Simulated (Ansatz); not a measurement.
System: Ga24N23 (cell with a defect).

The calculation's input:

```
crystal:
  lattice:
    - [3.2184289061, -5.5744823859, -5.2430304973]
    - [-6.4368578122, 0.0, -5.2430304973]
    - [3.2184289061, 5.5744823859, -5.2430304973]
  atoms:
    - { symbol: Ga, position: [0.3336227706, 0.5002894373, 0.1669561039] }
    - { symbol: Ga, position: [0.0002894373, 0.1669561039, 0.8336227706] }
    - { symbol: Ga, position: [0.6669561039, 0.3336227706, 0.0002894373] }
    - { symbol: Ga, position: [0.1669561039, 0.8336227706, 0.0002894373] }
    - { symbol: Ga, position: [0.1669561039, 0.3336227706, 0.5002894373] }
    - { symbol: Ga, position: [0.8336227706, 0.0002894373, 0.1669561039] }
    - { symbol: Ga, position: [0.5002894373, 0.6669561039, 0.8336227706] }
    - { symbol: Ga, position: [0.8336227706, 0.5002894373, 0.6669561039] }
    - { symbol: Ga, position: [0.5002894373, 0.1669561039, 0.3336227706] }
    - { symbol: Ga, position: [0.3336227706, 0.0002894373, 0.6669561039] }
    - { symbol: Ga, position: [0.0002894373, 0.6669561039, 0.3336227706] }
    - { symbol: Ga, position: [0.6637020149, 0.8318612116, 0.503964354], spin: 0.25 }
    - { symbol: Ga, position: [0.6661050123, 0.4966936681, 0.332250217], spin: 0.25 }
    - { symbol: Ga, position: [0.3336227706, 0.1669561039, 0.0002894373] }
    - { symbol: Ga, position: [0.0002894373, 0.3336227706, 0.1669561039] }
    - { symbol: Ga, position: [0.5002062093, 0.8390072984, 0.1684053459], spin: 0.25 }
    - { symbol: Ga, position: [0.5002894373, 0.3336227706, 0.6669561039] }
    - { symbol: Ga, position: [0.1669561039, 0.0002894373, 0.3336227706] }
    - { symbol: Ga, position: [0.8336227706, 0.6669561039, 0.0002894373] }
    - { symbol: Ga, position: [0.1669561039, 0.5002894373, 0.8336227706] }
    - { symbol: Ga, position: [0.8336227706, 0.1669561039, 0.5002894373] }
    - { symbol: Ga, position: [0.6669561039, 0.0002894373, 0.8336227706] }
    - { symbol: Ga, position: [0.3454645418, 0.6699147751, 0.493438396], spin: 0.25 }
    - { symbol: Ga, position: [0.0002894373, 0.8336227706, 0.6669561039] }
    - { symbol: "N", position: [0.2080438961, 0.3747105627, 0.0413772294] }
    - { symbol: "N", position: [0.8747105627, 0.5413772294, 0.2080438961] }
    - { symbol: "N", position: [0.3747105627, 0.0413772294, 0.2080438961] }
    - { symbol: "N", position: [0.3747105627, 0.5413772294, 0.7080438961] }
    - { symbol: "N", position: [0.0413772294, 0.2080438961, 0.3747105627] }
    - { symbol: "N", position: [0.7080438961, 0.8747105627, 0.0413772294] }
    - { symbol: "N", position: [0.0413772294, 0.7080438961, 0.8747105627] }
    - { symbol: "N", position: [0.7080438961, 0.3747105627, 0.5413772294] }
    - { symbol: "N", position: [0.5413772294, 0.2080438961, 0.8747105627] }
    - { symbol: "N", position: [0.2080438961, 0.8747105627, 0.5413772294] }
    - { symbol: "N", position: [0.8747105627, 0.0413772294, 0.7080438961] }
    - { symbol: "N", position: [0.5413772294, 0.3747105627, 0.2080438961] }
    - { symbol: "N", position: [0.2080438961, 0.0413772294, 0.8747105627] }
    - { symbol: "N", position: [0.8747105627, 0.2080438961, 0.0413772294] }
    - { symbol: "N", position: [0.3747105627, 0.7080438961, 0.0413772294] }
    - { symbol: "N", position: [0.3747105627, 0.2080438961, 0.5413772294] }
    - { symbol: "N", position: [0.0413772294, 0.8747105627, 0.2080438961] }
    - { symbol: "N", position: [0.7080438961, 0.5413772294, 0.8747105627] }
    - { symbol: "N", position: [0.0413772294, 0.3747105627, 0.7080438961] }
    - { symbol: "N", position: [0.7080438961, 0.0413772294, 0.3747105627] }
    - { symbol: "N", position: [0.5413772294, 0.8747105627, 0.7080438961] }
    - { symbol: "N", position: [0.2080438961, 0.5413772294, 0.3747105627] }
    - { symbol: "N", position: [0.8747105627, 0.7080438961, 0.5413772294] }
  host:
    lattice:
      - [3.2184289061, 0.0, 0.0]
      - [-1.6092144531, 2.787241193, 0.0]
      - [0.0, 0.0, 5.2430304973]
    atoms:
      - { symbol: Ga, position: [0.3333333333, 0.6666666667, -0.0008683118] }
      - { symbol: Ga, position: [0.6666666667, 0.3333333333, 0.4991316882] }
      - { symbol: "N", position: [0.3333333333, 0.6666666667, 0.3758683118] }
      - { symbol: "N", position: [0.6666666667, 0.3333333333, 0.8758683118] }
basis:
  ecutwfc: 420
  xc_grid: 2
kpoints:
  mp_grid: { grid: [2, 2, 2], shift: [0.5, 0.5, 0.5] }
hamiltonian:
  xc: pbe
scf:
  occupations: { method: gaussian, width: 0.01 }
output:
  forces: true
  stress: false
  eigenvalues: true
  populations: true
  charged_corrections:
    defect_position: [0.54137723, 0.7080439, 0.37471056]
    epsilon: [[10.4942, 0.0, 0.0], [0.0, 10.4942, 0.0], [0.0, 0.0, 11.6904]]
  write_density: true
  write_potential: true
  elf: true
  volumetric_format: npy
magnetization:
  spin_polarized: true
relax:
  adjacent_minimum: "off"
  f_tol: 0.025
  max_steps: 60
```

Command:

```sh
ansatz run input.yaml --threads 8 --pin off --max-ram 22528MiB --backend cpu --events-out ev --progress --plain --runs-dir out
```

The fields are those of the run's last geometry, not of the input's.

Spin-polarised.

Theory: DFT PBE, scalar-relativistic, plane waves, PAW in Ansatz 0.2.0.

Question: Predict the valence pseudo-density and electron localisation function between the atoms.

Answer: Ga–N (1.98 Å): ρ at the midpoint is about 0.69 e/Å³; the ELF peaks at about 0.85 in the valence shell of N, 0.7 Å from its nucleus, and is about 0.45 at the midpoint.
Ga–N (1.98 Å): ρ is about 0.69 e/Å³ halfway; the ELF peaks at about 0.85 in the valence shell of N, 0.7 Å from its nucleus, and is about 0.45 at the midpoint.

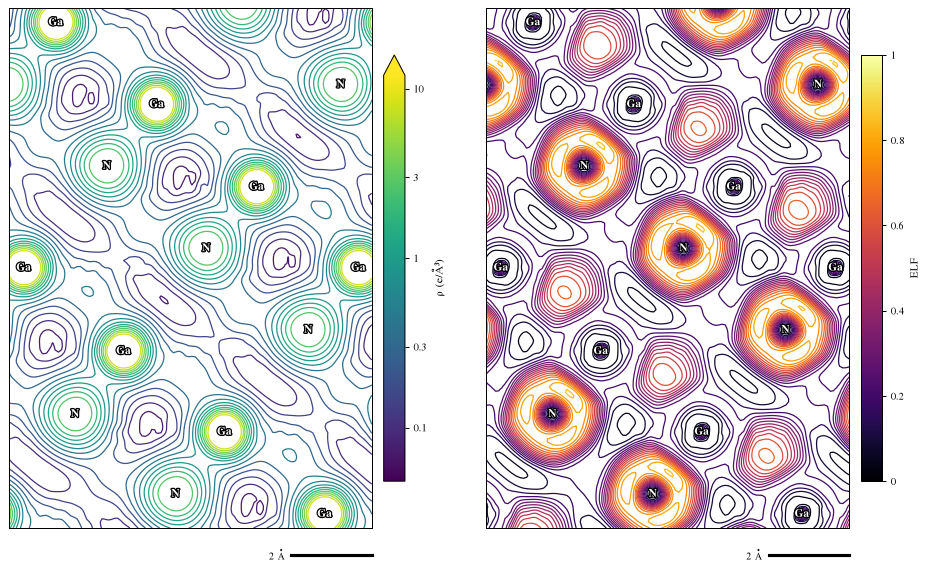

Computed valence pseudo-density and electron localisation function on the (11̄0) plane of the calculation cell, in this order. Atoms just off the plane (Ga, 0.9 Å away and N, 0.9 Å away) can leave unmarked features too.

Core electrons are frozen (PAW), and the valence fields are smoothed inside the atomic spheres.
